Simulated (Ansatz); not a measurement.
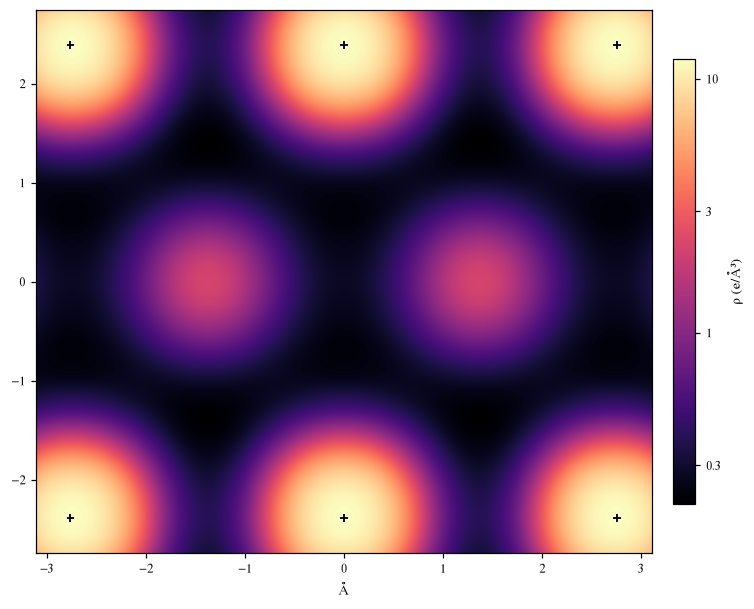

The valence pseudo-density on a plane through atoms (crosses mark nuclei in the plane).

Computed with DFT, PBE, plane waves (420 eV) with PAW, scalar-relativistic (Ansatz 0.2.0).

Candidates:
A. Pt, a = 2.76 Å, b = 2.76 Å, c = 4.78 Å, α = 90.00°, β = 90.00°, γ = 120.00°. Space group P6₃/mmc; set up as Pt, hcp; a generated structure, not necessarily the stable one; the program warned that a starting moment wasn't kept; spin-polarised, but the moments vanished.
B. La, a = 5.51 Å, b = 5.51 Å, c = 5.51 Å, α = 90.00°, β = 90.00°, γ = 90.00°. Space group Fm-3m; set up as La, fcc; a generated structure, not necessarily the stable one; changed on purpose from its base cell (volume × 1.12); computed pressure about −3 GPa in this cell; the program warned that a starting moment wasn't kept; spin-polarised, but the moments vanished.

Which candidate gave the map?

Answer. Candidate A: Pt on the (100) plane of the conventional cell, which holds Pt. Pt–Pt (2.76 Å): ρ is about 0.39 e/Å³ halfway.
